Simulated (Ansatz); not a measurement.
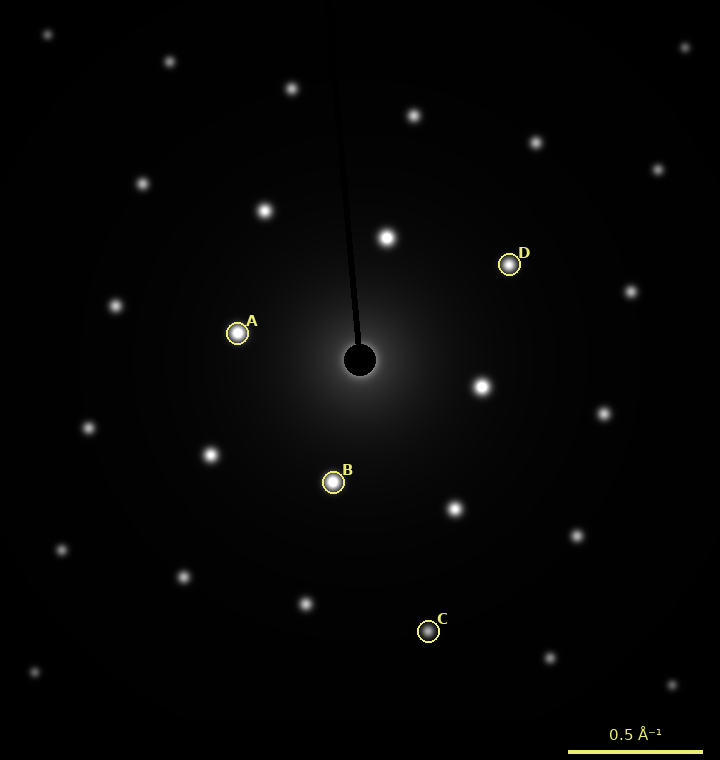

The pattern is a kinematic simulation for 200 kV electrons (no multiple scattering; isotropic B = 0.5 Å²). The zone axis points towards the electron source and the pattern is seen from the source side.

The sample is Rh, space group Im-3m (No. 229), a = 3.02 Å. Structure: the input geometry of an electronic-structure calculation (not necessarily at equilibrium); the starting structure was generated, so it need not be a known form of this composition.

Spot A is indexed -1 1 0 and spot B -1 -1 0.

Question: Give hkl for C, D.

Answer: C = −A + 2B = -1 -3 0 (d = 0.954 Å). D = −A − B = 2 0 0 (d = 1.508 Å).

Question: Which zone axis is this?

Answer: The cross product of A and B is parallel to [001]; every spot obeys hu + kv + lw = 0.

Question: What are the spacings of A and B and the angle between them?

Answer: d(A) = 2.133 Å, d(B) = 2.133 Å, and the angle is 90.0°.
